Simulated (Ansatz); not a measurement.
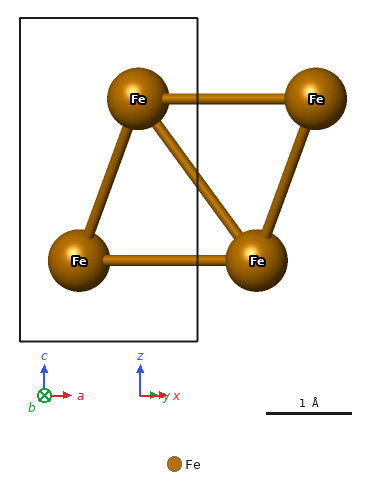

A scan of a crystal of Fe (P6_3/mmc): the cell is strained along z alone, with the atoms kept at their fractional coordinates. x, y and z are the Cartesian axes of the input. The picture shows the reference cell. A ball-and-stick model of the cell of the calculation, repeated 2 × 2 × 1 with one cell outlined, seen along the b axis.

These are results of DFT PBEsol, scalar-relativistic, plane waves, PAW (Ansatz), not measurements. (plane-wave cutoff 420 eV; k-point mesh 24 × 24 × 12; occupations gaussian; smearing width 0.15 eV; no spin polarisation). Energies (free energies at the smearing named) are counted from the cell as listed in its source, which wasn't relaxed.

```
Fe
1.0
     2.43416    0.00000    0.00000
    -1.21708    2.10804    0.00000
     0.00000    0.00000    3.84193
Fe
2
Direct
  0.33333 0.66667 0.25000
  0.66667 0.33333 0.75000
```

Predict the energy profile (the strain: −0.040, −0.020, 0.000, 0.010, 0.030, 0.040).

Answer.
```tsv
strain	E − E(ref) (meV/atom)
−0.040	33.9
−0.020	7.6
0.000	0.0
0.010	2.5
0.030	18.5
0.040	31.6
```

The lowest computed point lies at the strain 0.00 (0.0 meV/atom). The end points stand at 33.9 meV/atom (−0.04) and 31.6 meV/atom (0.04). The unrelaxed reference is under a pressure of −1.3 GPa, which tilts the curve. The distortion keeps the space group P6_3/mmc. At the strain −0.04 the cell of the drawing goes c 3.842 → 3.688 Å.

As a plot:

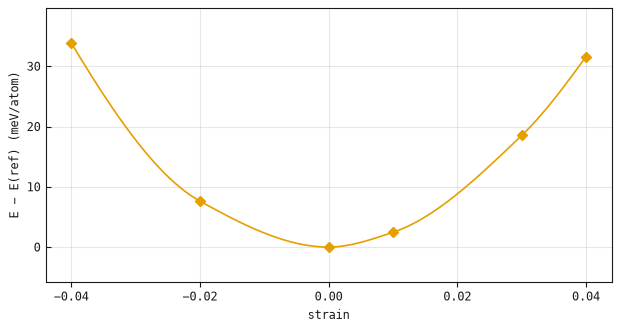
